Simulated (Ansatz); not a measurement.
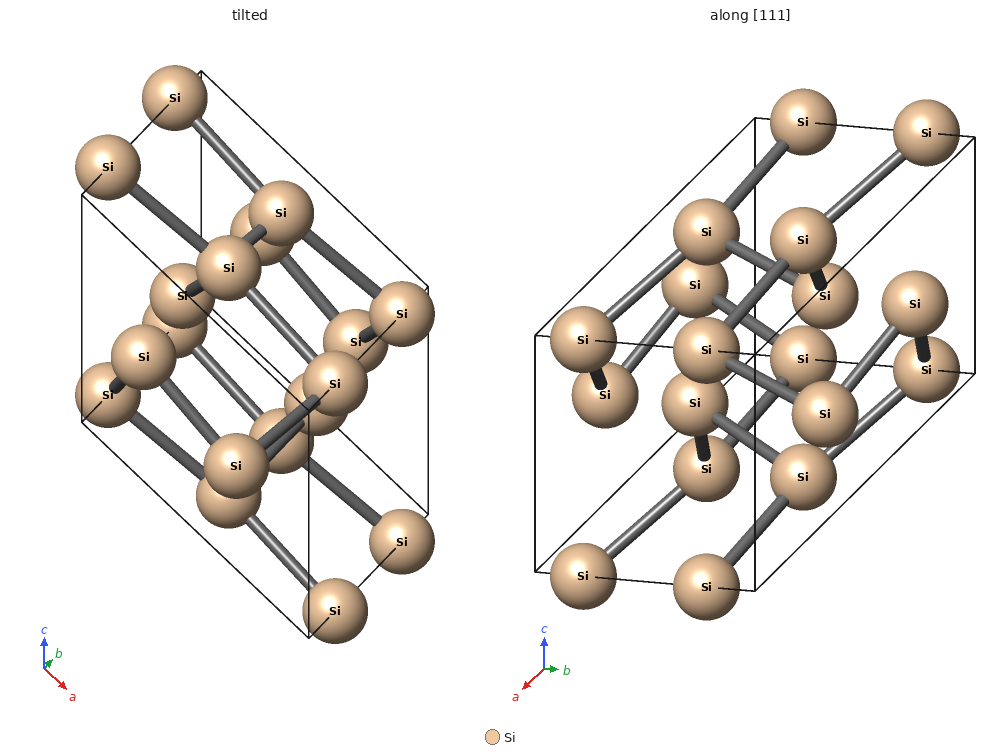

Ball-and-stick representation of a periodic structure, projected slightly off an axis and along [111]. The edges of the conventional unit cell are marked. Cell: a = 4.845 Å, b = 9.286 Å, c = 3.598 Å, α = 90.00°, β = 132.32°, γ = 90.00°.

The element is silicon. The symmetry is that of Cm (No. 8), on a base-centred monoclinic lattice. The cell holds eight atoms. Within bonding distance, the neighbour counts come to Si 4.

Provenance: a structure listed in the Materials Project. The cell was then strained or its atoms displaced on purpose. A calculation with Ansatz used it as input.

At this level of theory the cell isn't at rest (forces up to 2.3 eV/Å), so its distances can differ from those at equilibrium, the more so the softer the solid.
